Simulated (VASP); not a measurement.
## Geometry relaxation of Fe (part 2 of 3)

The same run, continued: Fe (P6₃/mmc, 2 atoms in the cell); Kohn-Sham DFT of a periodic cell, PBE, VASP PAW PBE potentials, recommended, spin-polarised (VASP 6.6.1); cutoff 520 eV, 21×21×12 k-mesh, Gaussian smearing of 0.1 eV, collinear spins. The structure derives from an entry of the Crystallography Open Database.

Geometry of the input (Å; fractional positions):
```
2.3470  0.0000  0.0000
-1.1735  2.0326  0.0000
0.0000  0.0000  3.7970
Fe 0.3333  0.6667  0.2500
Fe 0.6667  0.3333  0.7500
```

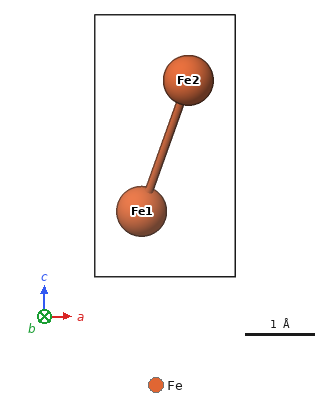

**Figure 1.** The starting structure (ball-and-stick view of the cell of the calculation, along the b axis; atoms are numbered from 1 in the order of the input).

Parts of OUTCAR, continued:
```
  Length of vectors
     0.023428095  0.023428095  0.021947151

  Shift w.r.t. Gamma in fractional coordinates (k-lattice)
     0.000000000  0.000000000  0.000000000

 Subroutine IBZKPT returns following result:
 ===========================================

 Found    336 irreducible k-points:

 Following reciprocal coordinates:
            Coordinates               Weight
  0.000000  0.000000  0.000000      1.000000
  0.047619 -0.000000  0.000000      6.000000
  0.095238 -0.000000  0.000000      6.000000
  0.142857 -0.000000  0.000000      6.000000
  0.190476 -0.000000  0.000000      6.000000
  0.238095 -0.000000  0.000000      6.000000
  0.285714 -0.000000  0.000000      6.000000
  0.333333 -0.000000  0.000000      6.000000
  0.380952 -0.000000  0.000000      6.000000
  0.428571  0.000000  0.000000      6.000000
  0.476190  0.000000  0.000000      6.000000
  0.047619  0.047619  0.000000      6.000000
  0.095238  0.047619  0.000000     12.000000
  0.142857  0.047619  0.000000     12.000000
  0.190476  0.047619  0.000000     12.000000
  0.238095  0.047619  0.000000     12.000000
  0.285714  0.047619  0.000000     12.000000
  0.333333  0.047619  0.000000     12.000000
  0.380952  0.047619  0.000000     12.000000
  0.428571  0.047619  0.000000     12.000000
  0.476190  0.047619  0.000000      6.000000
  0.095238  0.095238  0.000000      6.000000
  0.142857  0.095238  0.000000     12.000000
  0.190476  0.095238  0.000000     12.000000
 [... further k-points ...]
   k-points           NKPTS =    336   k-points in BZ     NKDIM =    336   number of bands    NBANDS=     15
   number of dos      NEDOS =    301   number of ions     NIONS =      2
   total plane-waves  NPLWV =   9072
   dimension x,y,z NGX =    18 NGY =   18 NGZ =   28
   dimension x,y,z NGXF=    36 NGYF=   36 NGZF=   56
   ions per type =               2
   NGX,Y,Z   is equivalent  to a cutoff of  12.75, 12.75, 12.26 a.u.
   NGXF,Y,Z  is equivalent  to a cutoff of  25.50, 25.50, 24.52 a.u.
 SYSTEM =  Fe
   PREC   = accura    normal or accurate (medium, high low for compatibility)
   ISTART =      0    job   : 0-new  1-cont  2-samecut
   ICHARG =      2    charge: 1-file 2-atom 10-const
   ISPIN  =      2    spin polarized calculation?
   LNONCOLLINEAR =      F non collinear calculations
   LSORBIT =      F    spin-orbit coupling
   LASPH  =      T    aspherical Exc in radial PAW
   ENCUT  =  520.0 eV  38.22 Ry    6.18 a.u.   4.36  4.36  7.06*2*pi/ulx,y,z
   NELM   =    120;   NELMIN=  2; NELMDL= -5     # of ELM steps
   EDIFF  = 0.1E-05   stopping-criterion for ELM
   LREAL  =      F    real-space projection
   EDIFFG = -.1E-01   stopping-criterion for IOM
   NSW    =     90    number of steps for IOM
   IBRION =      2    ionic relax: 0-MD 1-quasi-New 2-CG
   NFREE  =      1    steps in history (QN), initial steepest desc. (CG)
   ISIF   =      3    stress and relaxation
   ISYM   =      2    0-nonsym 1-usesym 2-fastsym
   POTIM  = 0.5000    time-step for ionic-motion
   TEBEG  =    0.0;   TEEND  =   0.0 temperature during run
   PSTRESS=    0.0 pullay stress
   NELECT =      16.0000    total number of electrons
   NUPDOWN=      -1.0000    fix difference up-down
   EMIN   =  10.00;   EMAX   =-10.00  energy-range for DOS
   EFERMI =   0.00;   METHOD = LEGACY
   ISMEAR =     0;   SIGMA  =   0.10  broadening in eV -4-tet -1-fermi 0-gaus
   EFERMI_NEDOS =   21; number of points for ismear=-14 and -15
   IALGO  =     38    algorithm
   IMIX   =      4    mixing-type and parameters
     AMIX     =   0.40;   BMIX     =  1.00
     AMIX_MAG =   1.60;   BMIX_MAG =  1.00
  volume/ion in A,a.u.               =       9.06        61.12
  Fermi-wavevector in a.u.,A,eV,Ry     =   1.570781  2.968346 33.570383  2.467354
  Thomas-Fermi vector in A             =   2.672463
   LORBIT       =     11    0 simple, 1 ext, 2 COOP (PROOUT), +10 PAW based schemes
   GGA     = PE    functional components
   LHFCALC =     F    Hartree Fock is set to
   AEXX    =    0.0000 exact exchange contribution
   IVDW    =     0    specifies the selected vdW correction
   LEPSILON=     F    determine dielectric tensor
   LRPA    =     F    only Hartree local field effects (RPA)
 conjugate gradient relaxation of ions
 spin polarized calculation
 Gauss-broadening in eV      SIGMA  =   0.10
  energy-cutoff  :      520.00
  volume of cell :       18.11
 maximum number of plane-waves:       513
 NGX is ok and might be reduce to    18
   NGX =  9   NGY =  9   NGZ = 15

--------------------------------------- Ionic step        1  -------------------------------------------

 number of electron      15.9999993 magnetization      -0.0049632

 number of electron      15.9999993 magnetization       0.0002869

 Free energy of the ion-electron system (eV)
  ---------------------------------------------------
  ext. energy  EPLUGINS =         0.00000000
  ---------------------------------------------------
  free energy    TOTEN  =       -16.02728308 eV

  energy without entropy =      -16.01536191  energy(sigma->0) =      -16.02132250

------------------------ aborting loop because EDIFF is reached ----------------------------------------

  FORCE on cell =-STRESS in cart. coord.  units (eV):
  Direction    XX          YY          ZZ          XY          YZ          ZX
  --------------------------------------------------------------------------------------
  -------------------------------------------------------------------------------------
  Total        5.4616206      5.4616206      4.0052736      0.0000000     -0.0000000      0.0000000
  in kB      483.0974006    483.0973993    354.2789642      0.0000000     -0.0000000      0.0000000
  external PRESSURE =     440.1579214 kB  Pullay stress =       0.0000000 kB

 VOLUME and BASIS-vectors are now :
 -----------------------------------------------------------------------------
  energy-cutoff  :      520.00
  volume of cell :       18.11
      direct lattice vectors                 reciprocal lattice vectors
     2.347000000  0.000000000  0.000000000     0.426075841  0.245995002  0.000000000
    -1.173500000  2.032561620  0.000000000     0.000000000  0.491990004  0.000000000
     0.000000000  0.000000000  3.797000000     0.000000000  0.000000000  0.263365815

 POSITION                                       TOTAL-FORCE (eV/Angst)
 -----------------------------------------------------------------------------------
     -0.00000      1.35504      0.94925         0.000000      0.000000      0.000000
      1.17350      0.67752      2.84775        -0.000000     -0.000000      0.000000
 -----------------------------------------------------------------------------------
    total drift:                                0.000000     -0.000000     -0.000000

  FREE ENERGIE OF THE ION-ELECTRON SYSTEM (eV)
  ---------------------------------------------------
  free  energy   TOTEN  =       -16.0272830784 eV

  energy  without entropy=      -16.0153619126  energy(sigma->0) =      -16.02132250

--------------------------------------- Ionic step        2  -------------------------------------------

 number of electron      15.9999966 magnetization      -0.0004753

 number of electron      15.9999966 magnetization       0.0019184

------------------------ aborting loop because EDIFF is reached ----------------------------------------

  FORCE on cell =-STRESS in cart. coord.  units (eV):
  Direction    XX          YY          ZZ          XY          YZ          ZX
  --------------------------------------------------------------------------------------
  -------------------------------------------------------------------------------------
  Total       -6.1090375     -6.1090375     -6.1061199      0.0000000      0.0000000      0.0000000
  in kB     -384.7142353   -384.7142340   -384.5304999      0.0000000      0.0000000      0.0000000
  external PRESSURE =    -384.6529898 kB  Pullay stress =       0.0000000 kB

 VOLUME and BASIS-vectors are now :
 -----------------------------------------------------------------------------
  energy-cutoff  :      520.00
  volume of cell :       25.44
      direct lattice vectors                 reciprocal lattice vectors
     2.656197385 -0.000000000  0.000000000     0.376478045  0.217359701  0.000000000
    -1.328098693  2.300334409  0.000000000     0.000000000  0.434719403  0.000000000
     0.000000000 -0.000000000  4.163837720    -0.000000000 -0.000000000  0.240163058

 POSITION                                       TOTAL-FORCE (eV/Angst)
 -----------------------------------------------------------------------------------
     -0.00000      1.53356      1.04096        -0.000000      0.000000      0.000000
      1.32810      0.76678      3.12288         0.000000     -0.000000      0.000000
 -----------------------------------------------------------------------------------
    total drift:                               -0.000000      0.000000     -0.000000

  FREE ENERGIE OF THE ION-ELECTRON SYSTEM (eV)
  ---------------------------------------------------
  free  energy   TOTEN  =       -15.5559825281 eV

  energy  without entropy=      -15.5372070087  energy(sigma->0) =      -15.54659477

--------------------------------------- Ionic step        3  -------------------------------------------

 number of electron      16.0000019 magnetization      -0.0000020

 number of electron      16.0000019 magnetization       0.0000079

------------------------ aborting loop because EDIFF is reached ----------------------------------------

  FORCE on cell =-STRESS in cart. coord.  units (eV):
  Direction    XX          YY          ZZ          XY          YZ          ZX
  --------------------------------------------------------------------------------------
  -------------------------------------------------------------------------------------
  Total       -0.1322858     -0.1322858     -0.7633966      0.0000000     -0.0000000      0.0000000
  in kB      -10.3200014    -10.3200014    -59.5547852      0.0000000     -0.0000000      0.0000000
  external PRESSURE =     -26.7315960 kB  Pullay stress =       0.0000000 kB

 VOLUME and BASIS-vectors are now :
 -----------------------------------------------------------------------------
  energy-cutoff  :      520.00
  volume of cell :       20.54
      direct lattice vectors                 reciprocal lattice vectors
     2.457178124 -0.000000000  0.000000000     0.406970903  0.234964761  0.000000000
    -1.228589062  2.127978674  0.000000000     0.000000000  0.469929522  0.000000000
     0.000000000 -0.000000000  3.927717443    -0.000000000 -0.000000000  0.254600799

 POSITION                                       TOTAL-FORCE (eV/Angst)
 -----------------------------------------------------------------------------------
     -0.00000      1.41865      0.98193        -0.000000      0.000000      0.000000
      1.22859      0.70933      2.94579         0.000000     -0.000000      0.000000
 -----------------------------------------------------------------------------------
    total drift:                               -0.000000      0.000000     -0.000000

  FREE ENERGIE OF THE ION-ELECTRON SYSTEM (eV)
  ---------------------------------------------------
  free  energy   TOTEN  =       -16.3086281186 eV

  energy  without entropy=      -16.2944802922  energy(sigma->0) =      -16.30155421

[... ionic steps 4 to 7 ...]

--------------------------------------- Ionic step        8  -------------------------------------------

 number of electron      16.0000005 magnetization      -0.0000098

 number of electron      16.0000005 magnetization       0.0000162

------------------------ aborting loop because EDIFF is reached ----------------------------------------

  FORCE on cell =-STRESS in cart. coord.  units (eV):
  Direction    XX          YY          ZZ          XY          YZ          ZX
  --------------------------------------------------------------------------------------
  -------------------------------------------------------------------------------------
  Total        0.0544392      0.0544392      0.0402972      0.0000000     -0.0000000      0.0000000
  in kB        4.2918030      4.2918030      3.1768959      0.0000000     -0.0000000      0.0000000
  external PRESSURE =       3.9201673 kB  Pullay stress =       0.0000000 kB

 VOLUME and BASIS-vectors are now :
 -----------------------------------------------------------------------------
  energy-cutoff  :      520.00
  volume of cell :       20.32
      direct lattice vectors                 reciprocal lattice vectors
     2.457539958 -0.000000000  0.000000000     0.406910983  0.234930166 -0.000000000
    -1.228769979  2.128292031 -0.000000000     0.000000000  0.469860332  0.000000000
     0.000000000 -0.000000000  3.885530702    -0.000000000 -0.000000000  0.257365101

 POSITION                                       TOTAL-FORCE (eV/Angst)
 -----------------------------------------------------------------------------------
     -0.00000      1.41886      0.97138         0.000000      0.000000      0.000000
      1.22877      0.70943      2.91415        -0.000000     -0.000000      0.000000
 -----------------------------------------------------------------------------------
    total drift:                               -0.000000      0.000000     -0.000000

  FREE ENERGIE OF THE ION-ELECTRON SYSTEM (eV)
  ---------------------------------------------------
  free  energy   TOTEN  =       -16.3126516988 eV

  energy  without entropy=      -16.2986794494  energy(sigma->0) =      -16.30566557

--------------------------------------- Ionic step        9  -------------------------------------------

 number of electron      16.0000005 magnetization       0.0000036

 number of electron      16.0000005 magnetization      -0.0000043

------------------------ aborting loop because EDIFF is reached ----------------------------------------
```
